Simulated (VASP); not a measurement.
# Black phosphorene and its bilayer, part 2 of 8

What are the lattice, gap and band positions of black phosphorene, and what does a second sheet change?

VASP 6.6.1; PBE with D3(BJ); plane waves and PAW (P).

So far. Step 2 (Relaxing the monolayer): The run ended after 8 ionic steps, 0.023 eV below its first step, once forces and stress met EDIFFG = -0.015.

**3. A second relaxation**

The plane waves were chosen for the start cell, so the relaxation is repeated from its end.

File INCAR:

```
SYSTEM = P
PREC = Normal
ENCUT = 350
EDIFF = 1E-06
NELM = 120
ISMEAR = 0
SIGMA = 0.03
LREAL = .FALSE.
ALGO = Normal
GGA = PE
IVDW = 12
NBANDS = 16
LORBIT = 11
LWAVE = .FALSE.
LCHARG = .FALSE.
KPAR = 4
IBRION = 2
NSW = 30
ISIF = 3
EDIFFG = -0.015
POTIM = 0.4
IDIPOL = 3
LDIPOL = .TRUE.
DIPOL = 0.5 0.5 0.5
LATTICE_CONSTRAINTS = .TRUE. .TRUE. .FALSE.
```

File POSCAR:

```
P
1.0
    4.4348820646      0.0000000000      0.0000000000
    0.0000000000      3.2914999311      0.0000000000
    0.0000000000      0.0000000000     22.0000000000
P
4
Direct
    0.0826895819      0.0000000000      0.4518833794
    0.4173104181      0.5000000000      0.4518833794
    0.5826895819      0.5000000000      0.5481166206
    0.9173104181      0.0000000000      0.5481166206
```

File KPOINTS:

```
Automatic mesh
0
Gamma
7 9 1
0 0 0
```

Potentials, in the order of the species: P (PBE family, release 64).

Launch:

```console
$ mpirun -np 4 vasp_std
```

The log of the run:

```text
[... set-up lines as in an earlier step ...]
 entering main loop
       N       E                     dE             d eps       ncg     rms          rms(c)
DAV:   1     0.116170959093E+03    0.11617E+03   -0.54442E+03   648   0.648E+02
DAV:   2    -0.826019158327E+01   -0.12443E+03   -0.11878E+03   992   0.144E+02
DAV:   3    -0.213830931445E+02   -0.13123E+02   -0.13060E+02   896   0.562E+01
DAV:   4    -0.216431848329E+02   -0.26009E+00   -0.25919E+00   896   0.994E+00
DAV:   5    -0.216524184047E+02   -0.92336E-02   -0.92323E-02  1000   0.166E+00    0.104E+01
DAV:   6    -0.215013200275E+02    0.15110E+00   -0.89652E-02   856   0.157E+00    0.611E+00
DAV:   7    -0.214292278357E+02    0.72092E-01   -0.16043E-01   848   0.212E+00    0.337E-01
DAV:   8    -0.214278633872E+02    0.13644E-02   -0.11125E-02   912   0.656E-01    0.129E-01
DAV:   9    -0.214276185485E+02    0.24484E-03   -0.57686E-04  1072   0.144E-01    0.114E-01
DAV:  10    -0.214272397703E+02    0.37878E-03   -0.26243E-04   904   0.759E-02    0.896E-02
DAV:  11    -0.214270489505E+02    0.19082E-03   -0.21673E-04   880   0.637E-02    0.227E-02
DAV:  12    -0.214276027743E+02   -0.55382E-03   -0.32920E-04   776   0.680E-02    0.303E-02
DAV:  13    -0.214276853694E+02   -0.82595E-04   -0.13880E-05   808   0.196E-02    0.166E-02
DAV:  14    -0.214278809249E+02   -0.19556E-03   -0.38532E-06   784   0.120E-02    0.574E-03
DAV:  15    -0.214280278324E+02   -0.14691E-03   -0.37565E-06   792   0.933E-03    0.867E-03
DAV:  16    -0.214280944782E+02   -0.66646E-04   -0.15929E-06   704   0.556E-03    0.226E-03
DAV:  17    -0.214281055784E+02   -0.11100E-04   -0.27078E-07   704   0.237E-03    0.143E-03
DAV:  18    -0.214281153186E+02   -0.97402E-05   -0.22838E-07   608   0.182E-03    0.121E-03
DAV:  19    -0.214281175616E+02   -0.22430E-05   -0.52472E-08   664   0.862E-04    0.269E-04
DAV:  20    -0.214281187091E+02   -0.11475E-05   -0.36692E-08   600   0.592E-04    0.368E-04
DAV:  21    -0.214281189011E+02   -0.19204E-06   -0.41017E-09   576   0.270E-04
   1 F= -.22421323E+02 E0= -.22421323E+02  d E =-.224213E+02
 curvature:   0.00 expect dE= 0.000E+00 dE for cont linesearch  0.000E+00
 trial: gam= 0.00000 g(F)=  0.326E-04 g(S)=  0.164E-04 ort = 0.000E+00 (trialstep = 0.100E+01)
 search vector abs. value=  0.490E-04
 reached required accuracy - stopping structural energy minimisation
```

The job ended after 7.6 s (4 MPI ranks of Intel Xeon 6975P-C (Granite Rapids), shared host; peak memory 0.8 GiB).

OUTCAR, selected parts (step 3):

```text
  LATTYP: Found a simple orthorhombic cell.
 ALAT       =     3.2914999311
 B/A-ratio  =     1.3473741934
 C/A-ratio  =     6.6838828682

 Found     20 irreducible k-points:

   dimension x,y,z NGX =    20 NGY =   16 NGZ =  108
   dimension x,y,z NGXF=    40 NGYF=   32 NGZF=  216

   ENCUT  =  350.0 eV  25.72 Ry    5.07 a.u.   6.77  5.02 33.56*2*pi/ulx,y,z

   NELECT =      20.0000    total number of electrons

 E-fermi :  -2.1260

 k-point     1 :       0.0000    0.0000    0.0000
  band No.  band energies     occupation
    ...
      6      -6.8426      2.00000
      7      -5.7894      2.00000
      8      -4.1864      2.00000
      9      -4.0815      2.00000
     10      -2.3097      2.00000
     11      -1.5649      0.00000
     12      -0.7454      0.00000
     13       0.4270      0.00000
     14       1.1511      0.00000
     15       2.0471      0.00000
    ...

 k-point     2 :       0.1429    0.0000    0.0000
  band No.  band energies     occupation
    ...
      6      -6.5297      2.00000
      7      -5.7030      2.00000
      8      -4.1432      2.00000
      9      -3.6209      2.00000
     10      -3.0216      2.00000
     11      -0.9477      0.00000
     12      -0.6540      0.00000
     13       0.2133      0.00000
     14       1.0112      0.00000
     15       2.2662      0.00000
    ...

 Edisp (eV)   -0.99320

  Total       0.01794     0.03706     0.02336     0.00000     0.00000     0.00000
  in kB       0.08951     0.18492     0.11656     0.00000     0.00000     0.00000
  external pressure =        0.13 kB  Pullay stress =        0.00 kB

 POSITION                                       TOTAL-FORCE (eV/Angst)
 -----------------------------------------------------------------------------------
      0.36672      0.00000      9.94143         0.001699     -0.000000     -0.014437
      1.85072      1.64575      9.94143        -0.001699      0.000000     -0.014437
      2.58416      1.64575     12.05857         0.001699     -0.000000      0.014437
      4.06816      0.00000     12.05857        -0.001699     -0.000000      0.014437
 -----------------------------------------------------------------------------------
    total drift:                                0.000000     -0.000000      0.000000

  FREE ENERGIE OF THE ION-ELECTRON SYSTEM (eV)
  ---------------------------------------------------
  free  energy   TOTEN  =       -22.4213226655 eV

  energy  without entropy=      -22.4213226655  energy(sigma->0) =      -22.42132267

 vacuum level on the upper side and lower side of the slab         2.508         2.508

 total charge
# of ion       s       p       d       tot
------------------------------------------
    1        1.080   1.388   0.000   2.468
    2        1.080   1.388   0.000   2.468
    3        1.080   1.388   0.000   2.468
    4        1.080   1.388   0.000   2.468
--------------------------------------------------
tot          4.321   5.553   0.000   9.874

[... 7 parts as in an earlier step ...]

[... 6 further parts left out ...]
```

CONTCAR:

```
P
   1.00000000000000
     4.4348820646000000    0.0000000000000000    0.0000000000000000
     0.0000000000000000    3.2914999311000002    0.0000000000000000
     0.0000000000000000    0.0000000000000000   22.0000000000000000
  P
     4
Direct
     0.0826895818999986    0.0000000000000000    0.4518833794000017
     0.4173104181000014    0.5000000000000000    0.4518833794000017
     0.5826895818999986    0.5000000000000000    0.5481166205999983
     0.9173104181000014    0.0000000000000000    0.5481166205999983
```

Little changed from the start: no atom moved by 0.005 Å and no cell edge by 0.1 %.

This step gave:

```
electronic cycles              : 21
Fermi energy                   : -2.126 eV
gap on the k-mesh              : 0.7448 eV
least direct gap on the k-mesh : 0.7448 eV
```

The start already met the threshold, so nothing moved.

**4. Vacuum level and density of states**

A static run writes the electrostatic potential without exchange and correlation (LVHAR), which is flat in the vacuum and gives the level to count from. The dipole correction cancels the field that unlike faces would set up across the vacuum.

File INCAR:

```
SYSTEM = P
PREC = Normal
ENCUT = 350
EDIFF = 1E-06
NELM = 120
ISMEAR = 0
SIGMA = 0.03
LREAL = .FALSE.
ALGO = Fast
GGA = PE
IVDW = 12
NBANDS = 16
LORBIT = 11
LWAVE = .FALSE.
LCHARG = .TRUE.
IDIPOL = 3
LDIPOL = .TRUE.
DIPOL = 0.5 0.5 0.5
LVHAR = .TRUE.
LVACPOTAV = .TRUE.
NEDOS = 1500
LELF = .TRUE.
```

POSCAR is that of step 3.

KPOINTS is that of step 3.

File KPOINTS_OPT:

```
Line mode
14
Line-mode
Reciprocal
  0.00000000   0.00000000   0.00000000 GAMMA
 -0.50000000   0.00000000   0.00000000 X

 -0.50000000   0.00000000   0.00000000 X
 -0.50000000  -0.50000000   0.00000000 S

 -0.50000000  -0.50000000   0.00000000 S
  0.00000000  -0.50000000   0.00000000 Y

  0.00000000  -0.50000000   0.00000000 Y
  0.00000000   0.00000000   0.00000000 GAMMA

  0.00000000   0.00000000   0.00000000 GAMMA
 -0.50000000  -0.50000000   0.00000000 S
```

Launch:

```console
$ mpirun -np 4 vasp_std
```

The log of the run:

```text
[banner, memory and clock lines left out]
running    4 mpi-ranks, on    1 nodes
 distrk:  each k-point on    4 cores,    1 groups
 distr:  one band on    1 cores,    4 groups

 POSCAR found type information on POSCAR P
 POSCAR found :  1 types and       4 ions
 LDA part: xc-table for (Slater+PW92), standard interpolation
 POSCAR, INCAR and KPOINTS ok, starting setup
 FFT: planning ... GRIDC
 FFT: planning ... GRID_SOFT
 FFT: planning ... GRID
 WAVECAR not read
 entering main loop
       N       E                     dE             d eps       ncg     rms          rms(c)
DAV:   1     0.116170959092E+03    0.11617E+03   -0.54442E+03   648   0.648E+02
DAV:   2    -0.826019158349E+01   -0.12443E+03   -0.11878E+03   992   0.144E+02
DAV:   3    -0.213830931449E+02   -0.13123E+02   -0.13060E+02   896   0.562E+01
DAV:   4    -0.216431848335E+02   -0.26009E+00   -0.25919E+00   896   0.994E+00
DAV:   5    -0.216524184050E+02   -0.92336E-02   -0.92323E-02  1000   0.166E+00    0.104E+01
RMM:   6    -0.215008189757E+02    0.15160E+00   -0.82088E-02   671   0.139E+00    0.623E+00
RMM:   7    -0.214282781742E+02    0.72541E-01   -0.20210E-01   722   0.220E+00    0.287E-01
RMM:   8    -0.214267692415E+02    0.15089E-02   -0.17649E-02   734   0.863E-01    0.818E-02
RMM:   9    -0.214268814923E+02   -0.11225E-03   -0.39864E-03   843   0.383E-01    0.117E-01
RMM:  10    -0.214269260933E+02   -0.44601E-04   -0.64511E-04   867   0.153E-01    0.735E-02
RMM:  11    -0.214271405487E+02   -0.21446E-03   -0.72638E-04   778   0.117E-01    0.849E-02
RMM:  12    -0.214271990112E+02   -0.58462E-04   -0.13874E-04   892   0.589E-02    0.586E-02
RMM:  13    -0.214275774822E+02   -0.37847E-03   -0.76134E-05   753   0.400E-02    0.190E-02
RMM:  14    -0.214278796392E+02   -0.30216E-03   -0.84882E-05   827   0.336E-02    0.230E-02
RMM:  15    -0.214279859899E+02   -0.10635E-03   -0.17805E-05   758   0.197E-02    0.127E-02
RMM:  16    -0.214280621853E+02   -0.76195E-04   -0.39419E-06   664   0.107E-02    0.219E-03
RMM:  17    -0.214281068375E+02   -0.44652E-04   -0.24915E-06   639   0.695E-03    0.628E-04
RMM:  18    -0.214281138664E+02   -0.70290E-05   -0.66552E-07   533   0.332E-03    0.250E-03
RMM:  19    -0.214281177818E+02   -0.39154E-05   -0.19545E-07   403   0.203E-03    0.343E-04
RMM:  20    -0.214281184957E+02   -0.71385E-06   -0.42440E-08   281   0.148E-03
|                                                                             |
|           W    W    AA    RRRRR   N    N  II  N    N   GGGG   !!!           |
|           W    W   A  A   R    R  NN   N  II  NN   N  G    G  !!!           |
|           W    W  A    A  R    R  N N  N  II  N N  N  G       !!!           |
|           W WW W  AAAAAA  RRRRR   N  N N  II  N  N N  G  GGG   !            |
|           WW  WW  A    A  R   R   N   NN  II  N   NN  G    G                |
|           W    W  A    A  R    R  N    N  II  N    N   GGGG   !!!           |
|                                                                             |
|     Did not find any points to average over, which means that no vacuum     |
|     field-free region was found. Please increase the size of  your cell     |
|     in the dimension of the dipole correction to obtain accurate            |
|     workfunction values.                                                    |
|                                                                             |

   1 F= -.22421322E+02 E0= -.22421322E+02  d E =-.317407E-11
 Start KPOINTS_OPT (optional k-point list driver)
k-point batch [1-20\70]
       N       E                     dE             ncg
DAV:   1    -0.899806780347E+03   -0.50320E+04      640
DAV:   2    -0.304059806579E+04   -0.21408E+04     1104
DAV:   3    -0.328603325371E+04   -0.24544E+03      864
DAV:   4    -0.329121622737E+04   -0.51830E+01      944
DAV:   5    -0.329134876548E+04   -0.13254E+00      984
DAV:   6    -0.329135058641E+04   -0.18209E-02      928
DAV:   7    -0.329135066619E+04   -0.79783E-04     1032
DAV:   8    -0.329135066764E+04   -0.14445E-05      768
DAV:   9    -0.329135066776E+04   -0.12392E-06      696
[...]
k-point batch [61-70\70]
       N       E                     dE             ncg
DAV:   1     0.391526782236E+02   -0.45452E+04      320
DAV:   2    -0.123647709421E+04   -0.12756E+04      472
DAV:   3    -0.135949290091E+04   -0.12302E+03      432
DAV:   4    -0.136187398308E+04   -0.23811E+01      456
DAV:   5    -0.136194786097E+04   -0.73878E-01      480
DAV:   6    -0.136195057176E+04   -0.27108E-02      496
DAV:   7    -0.136195061903E+04   -0.47275E-04      488
DAV:   8    -0.136195062110E+04   -0.20731E-05      424
DAV:   9    -0.136195062115E+04   -0.47228E-07      368
```

Wall time 17 s (4 MPI ranks); peak memory 0.61 GiB.

Parts of OUTCAR (step 4):

```text
 Found     20 irreducible k-points:

   NELECT =      20.0000    total number of electrons

 E-fermi :  -2.1816

 k-point     1 :       0.0000    0.0000    0.0000
  band No.  band energies     occupation
    ...
      6      -6.8426      2.00000
      7      -5.7895      2.00000
      8      -4.1864      2.00000
      9      -4.0816      2.00000
     10      -2.3097      2.00000
     11      -1.5649      0.00000
     12      -0.7455      0.00000
     13       0.4269      0.00000
     14       1.1510      0.00000
     15       2.0480      0.00000
    ...

 k-point     2 :       0.1429    0.0000    0.0000
  band No.  band energies     occupation
    ...
      6      -6.5298      2.00000
      7      -5.7030      2.00000
      8      -4.1433      2.00000
      9      -3.6209      2.00000
     10      -3.0216      2.00000
     11      -0.9477      0.00000
     12      -0.6541      0.00000
     13       0.2132      0.00000
     14       1.0111      0.00000
     15       2.2708      0.00000
    ...

 Edisp (eV)   -0.99320

  Total       0.01780     0.03715     0.02339     0.00000     0.00000     0.00000
  in kB       0.08882     0.18532     0.11670     0.00000     0.00000     0.00000
  external pressure =        0.13 kB  Pullay stress =        0.00 kB

 POSITION                                       TOTAL-FORCE (eV/Angst)
 -----------------------------------------------------------------------------------
      0.36672      0.00000      9.94143         0.001605      0.000000     -0.014546
      1.85072      1.64575      9.94143        -0.001605     -0.000000     -0.014546
      2.58416      1.64575     12.05857         0.001605      0.000000      0.014546
      4.06816      0.00000     12.05857        -0.001605     -0.000000      0.014546
 -----------------------------------------------------------------------------------
    total drift:                                0.000000     -0.000000      0.000000

  FREE ENERGIE OF THE ION-ELECTRON SYSTEM (eV)
  ---------------------------------------------------
  free  energy   TOTEN  =       -22.4213222601 eV

  energy  without entropy=      -22.4213222601  energy(sigma->0) =      -22.42132226

 vacuum level on the upper side and lower side of the slab         2.602         2.602

[... 12 parts as in an earlier step ...]

[... 4 further parts left out ...]
```

Numbers from this step:

| Property | Result |
| --- | --- |
| electronic cycles | 20 |
| Fermi energy | -2.182 eV |
| least gap on mesh and path | 0.7428 eV |
| least direct gap on mesh and path | 0.7448 eV |
| vacuum levels | 2.602, 2.602 eV |
| ionisation potentials of the upper and lower face | 4.910, 4.910 eV |
| electron affinities of the upper and lower face | 4.167, 4.167 eV |

The electronic bands at the labelled points (eV, zero at the valence-band top; v1 is the highest filled band, c1 the lowest empty one):

| point | v4 | v3 | v2 | v1 | c1 | c2 | c3 | c4 |
| --- | --- | --- | --- | --- | --- | --- | --- | --- |
| Γ | -3.48 | -1.88 | -1.77 | 0.00 | 0.74 | 1.56 | 2.73 | 3.46 |
| X | -2.58 | -2.58 | -1.05 | -1.05 | 2.11 | 2.11 | 3.49 | 3.49 |
| S | -4.88 | -4.88 | -1.31 | -1.31 | 2.42 | 2.42 | 4.27 | 4.27 |
| Y | -2.75 | -2.75 | -2.04 | -2.04 | 1.30 | 1.30 | 1.95 | 1.95 |
| Γ | -3.48 | -1.88 | -1.77 | 0.00 | 0.74 | 1.56 | 2.73 | 3.46 |
| S | -4.88 | -4.88 | -1.31 | -1.31 | 2.42 | 2.42 | 4.27 | 4.27 |

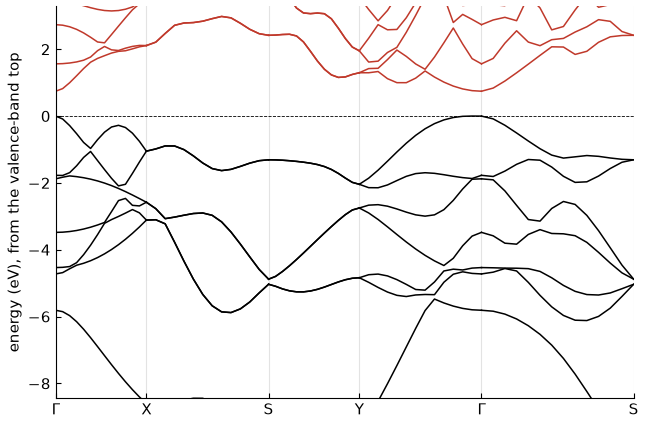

Electronic bands along the path; lines of filled and empty bands in two colours.

Zero at the Fermi level. The planar average of the electrostatic potential by height:

| height (Å) | planar average of the electrostatic potential (eV) |
| --- | --- |
| 0 | 4.78 |
| 1 | 4.78 |
| 2 | 4.78 |
| 3 | 4.78 |
| 4 | 4.78 |
| 5 | 4.78 |
| 6 | 4.78 |
| 7 | 4.77 |
| 8 | 4.60 |
| 9 | 1.22 |
| 10 | -18.1 |
| 11 | -0.517 |
| 12 | -18.1 |
| 13 | 1.22 |
| 14 | 4.60 |
| 15 | 4.77 |
| 16 | 4.78 |
| 17 | 4.78 |
| 18 | 4.78 |
| 19 | 4.78 |
| 20 | 4.78 |
| 21 | 4.78 |

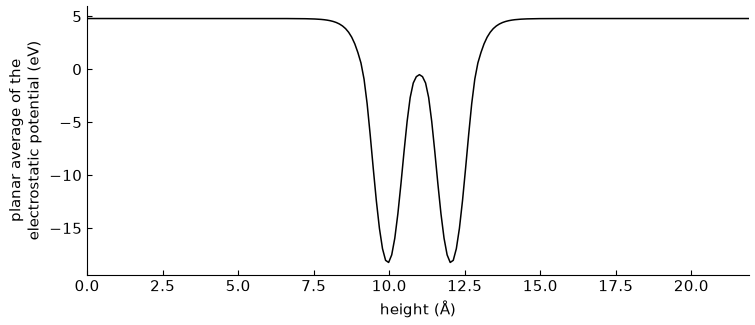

Planar average of the electrostatic potential against height.

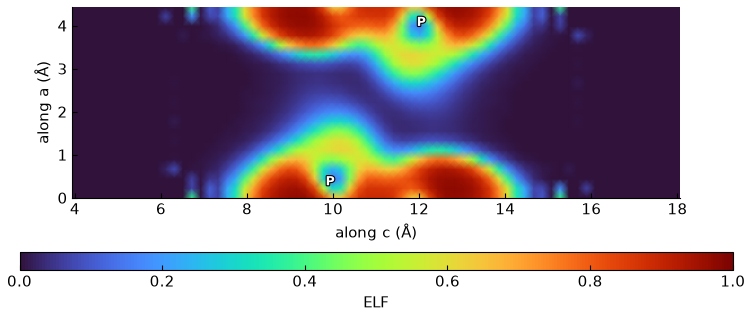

ELF in the ca plane at fractional y = 0.000, with atoms of P within 0.2 Å of it. It is the smooth field of the valence electrons, not physical close to the nuclei. The far vacuum is left out of the map.

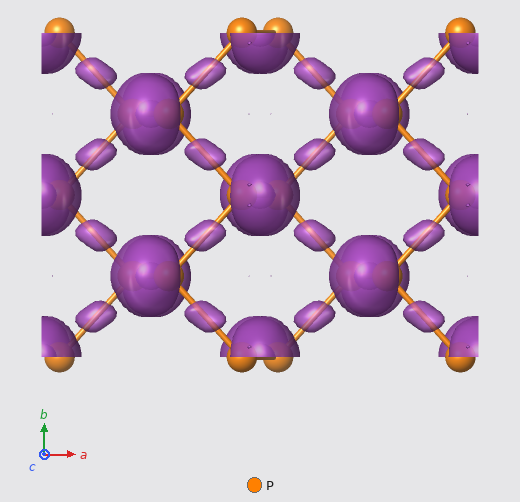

Surface of ELF = 0.85. 2×2×1 cells are drawn.

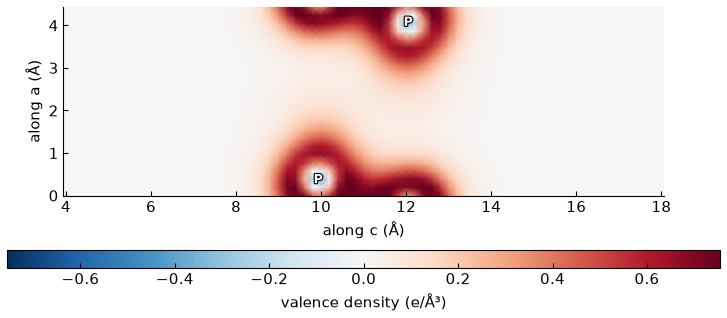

Valence density in the ca plane at fractional y = 0.000, with atoms of P within 0.2 Å of it. It is the smooth field of the valence electrons, not physical close to the nuclei. The far vacuum is left out of the map.

The vacuum level lies 4.91 eV above the highest filled level at the upper face; both faces agree, as the slab has next to no dipole.

The program found no field-free point at its default tolerance, but its printed level agrees with the flat part of the planar average.

(Continued in part 3 of 8.)

[Lines on the potential files, build, host, timing and source positions are cut from VASP's logs without a mark.]

[Logs are printed without paths, hosts, clocks, repeated set-up lines and the standing remarks that a program may print on its own settings, such as how far it seeks lower states.]

[Hosts, paths, dates, database ids (printed as entryN), source tags and the programs' standing remarks are cut or masked in the printed files.]

[Runs that stopped without an error message from VASP are left out.]
